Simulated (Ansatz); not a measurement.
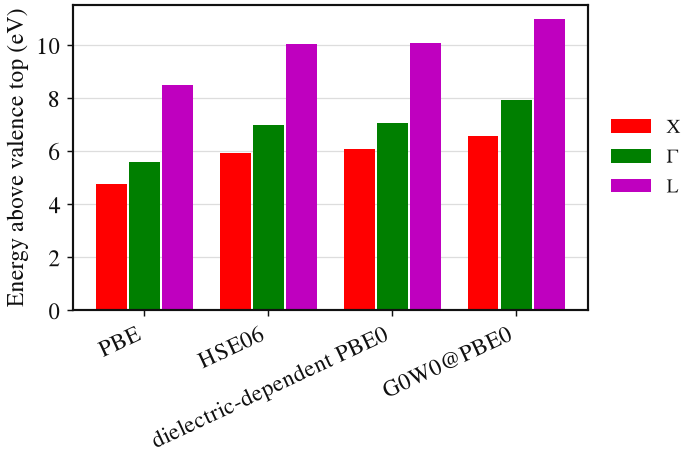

Lowest conduction level at each named k point, counted from the valence-band top at Γ, by several methods on one cell of diamond-type C, space group Fd-3m, 2 atoms in the primitive cell, relaxed with r2SCAN; cubic a = 3.560 Å. All runs are without spin-orbit coupling and carry no moments. The cell is at 4 GPa in PBE. The smallest gap lies off these points.

```
                   method  program  X (eV)  Γ (eV)  L (eV)
                      PBE   Ansatz    4.78    5.61    8.49
                    HSE06   Ansatz    5.93    6.99   10.05
dielectric-dependent PBE0   Ansatz    6.08    7.05   10.07
                G0W0@PBE0   Ansatz    6.59    7.95   10.97
```

One method is left out: G0W0@HSE06. Predict its row. It was run as: HSE06, Ansatz PAW set, 8×8×8 k mesh, 420 eV cutoff, fixed occupations (Ansatz), G0W0 with empty bands 61, screening cutoff 180 eV and frequency treatment contour deformation.

Answer. It starts from HSE06, whose row gives 5.93 eV at X. G0W0@HSE06 gives 6.45 eV at X, 7.80 eV at Γ and 10.80 eV at L, which is +0.52 eV from HSE06 at X.

Does G0W0@HSE06 shift these levels rigidly from HSE06?

Answer. The shifts are +0.52 eV at X, +0.81 eV at Γ and +0.75 eV at L, and at points that aren't plotted +0.59 eV (W): over the named points that both runs hold, a spread of 0.29 eV on a mean of 0.67 eV, so one shift doesn't describe them.

How do the methods rank at X?

Answer. From low to high: PBE 4.78, HSE06 5.93, dielectric-dependent PBE0 6.08, G0W0@HSE06 6.45, G0W0@PBE0 6.59 eV.

Settings. PBE: Ansatz PAW set, 12×12×12 k mesh, 420 eV cutoff, Fermi-Dirac smearing of 0.02 eV (Ansatz 0.2.0). HSE06: Ansatz PAW set, 8×8×8 k mesh, 420 eV cutoff, fixed occupations (Ansatz 0.2.0). dielectric-dependent PBE0: Ansatz PAW set, 8×8×8 k mesh, 420 eV cutoff, fixed occupations (Ansatz 0.2.0). G0W0@PBE0: PBE0, Ansatz PAW set, 8×8×8 k mesh, 420 eV cutoff, fixed occupations (Ansatz), G0W0 with empty bands 61, screening cutoff 180 eV and frequency treatment contour deformation.

These are five of the 12 methods that were run on this cell. Diamond is metastable; the stable form of carbon is graphite. HSE06, dielectric-dependent PBE0, G0W0@HSE06 and G0W0@PBE0: the PAW data sets were made with another functional. LDA, GGA and most meta-GGA functionals understate gaps. Over all k points computed the smallest gap is 4.15 eV in PBE, 5.30 eV in HSE06, 5.44 eV in dielectric-dependent PBE0, 5.87 eV in G0W0@HSE06 and 6.01 eV in G0W0@PBE0. The GW values are at finite bands, cutoffs and mesh, short of the basis limit.
